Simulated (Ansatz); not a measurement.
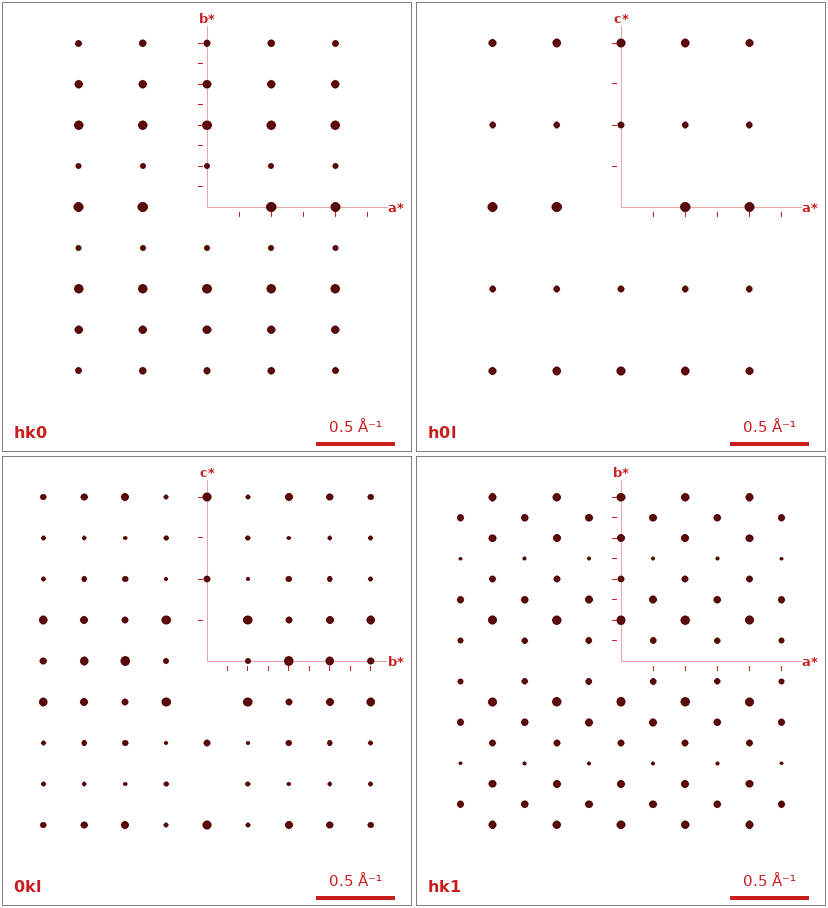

Simulated precession-type sections (neutrons; kinematic intensities, B = 0.5 Å²). The ticks mark integer indices of the conventional cell.

Q: What cell do the layers give?

A: a* = 0.208, b* = 0.133, c* = 0.266 Å⁻¹; the cell is orthorhombic with a = 4.80 Å, b = 7.53 Å, c = 3.76 Å.

Q: List the systematic absences.

A: Reflections are present only under these conditions. hkl: h + k = 2n; hk0: h = 2n, k = 2n; h0l: h = 2n, l = 2n; 0kl: k = 2n; h00: h = 2n; 0k0: k = 2n; 00l: l = 2n. The lattice is C-centred (C).

Q: Which space groups fit?

A: The intensities have Laue symmetry mmm (the hk0 layer shows 2mm, hk1 shows 2mm). With these conditions the candidates are C2ce (No. 41), Cmce (No. 64) (symbols for these axes; some are non-standard settings). Diffraction geometry alone does not choose among them; the structure has Cmce. The compound is Si. Structure: the end point of a relaxation with DFT, PAW plane waves, pbe in Ansatz; the starting structure was generated, so it need not be a known form of this composition.
